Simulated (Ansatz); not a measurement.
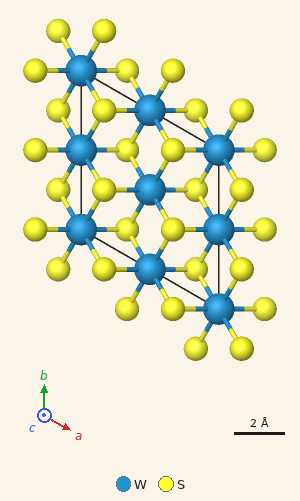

Starting frame of a dynamics run of a 12-atom cell of WS2 (built on the 1T (CdI2) bulk type). Style: ball-and-stick. Shown: the simulation cell, along the c axis. Bonds to atoms that aren't drawn are left out.

Level of theory: Ansatz 0.2.0, DFT, r2SCAN, plane waves, PAW.

Input file:
```yaml
crystal:
  lattice:
    - [6.4575288123, 1.0e-10, 0.0]
    - [-3.2287644062, 5.5923839971, 0.0]
    - [0.0, 0.0, 5.9936451124]
  atoms:
    - { symbol: W, position: [0.0, 0.0, 0.0] }
    - { symbol: S, position: [0.1666666667, 0.3333333333, 0.2566832689] }
    - { symbol: S, position: [0.3333333333, 0.1666666667, 0.7433167311] }
    - { symbol: W, position: [0.0, 0.5, 0.0] }
    - { symbol: S, position: [0.1666666667, 0.8333333333, 0.2566832689] }
    - { symbol: S, position: [0.3333333333, 0.6666666667, 0.7433167311] }
    - { symbol: W, position: [0.5, 0.0, 0.0] }
    - { symbol: S, position: [0.6666666667, 0.3333333333, 0.2566832689] }
    - { symbol: S, position: [0.8333333333, 0.1666666667, 0.7433167311] }
    - { symbol: W, position: [0.5, 0.5, 0.0] }
    - { symbol: S, position: [0.6666666667, 0.8333333333, 0.2566832689] }
    - { symbol: S, position: [0.8333333333, 0.6666666667, 0.7433167311] }
kpoints:
  mp_grid: { grid: [3, 3, 2] }
hamiltonian:
  xc: r2scan
scf:
  occupations: { method: fermi_dirac, width: 0.039 }
md:
  ensemble: nvt_langevin
  temperature: 450
  timestep: 2.0
  n_steps: 40
  initial_velocities: maxwell_boltzmann
  seed: 2138
```

Launched with:
```bash
ansatz run input.yaml --threads 4 --pin off --max-ram 3686MiB --backend cpu --events-out ev --progress --plain --runs-dir out
```

Q: What does the trajectory do?

A: Over the second half the temperature averages 447 K (spread ±51 K). The temperature is still climbing (220 K in the second quarter, 481 K in the last), so the run isn't equilibrated. The potential energy is still drifting at the end, so the run hasn't reached equilibrium. The potential energy in the second half lies on average 7.7 meV per atom above the first frame. Root-mean-square distances from the starting positions over the second half, with the common drift of all atoms taken out: W 0.11 Å, S 0.11 Å. The run lasts only 80 fs, too short to tell vibration from diffusion.

Along the run (each row but the first and the last is the mean over the interval that it begins):

```json
{"time (fs)": "0.0", "potential energy (meV/atom)": "0.0", "T (K)": "412"}
{"time (fs)": "10.0", "potential energy (meV/atom)": "23.8", "T (K)": "221"}
{"time (fs)": "20.0", "potential energy (meV/atom)": "36.1", "T (K)": "167"}
{"time (fs)": "30.0", "potential energy (meV/atom)": "29.3", "T (K)": "272"}
{"time (fs)": "40.0", "potential energy (meV/atom)": "17.4", "T (K)": "379"}
{"time (fs)": "50.0", "potential energy (meV/atom)": "8.5", "T (K)": "438"}
{"time (fs)": "60.0", "potential energy (meV/atom)": "6.7", "T (K)": "459"}
{"time (fs)": "70.0", "potential energy (meV/atom)": "1.0", "T (K)": "495"}
{"time (fs)": "80.0", "potential energy (meV/atom)": "-6.0", "T (K)": "523"}
```

The paths of the atoms, magnified 3 times:

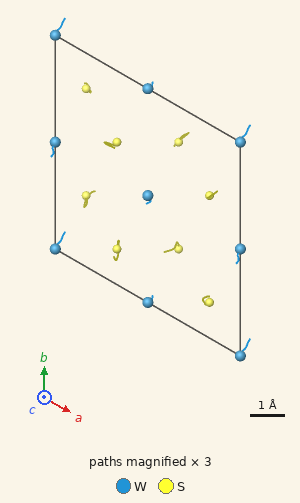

Limits of the set-up: the k-point mesh is coarse for a cell with partly filled bands; layers or molecules are held without a dispersion correction, so their spacing is unreliable.

Cost: 5.7 min on 4 threads of Arm Neoverse V1, on a shared host, peak memory 1.1 GiB.
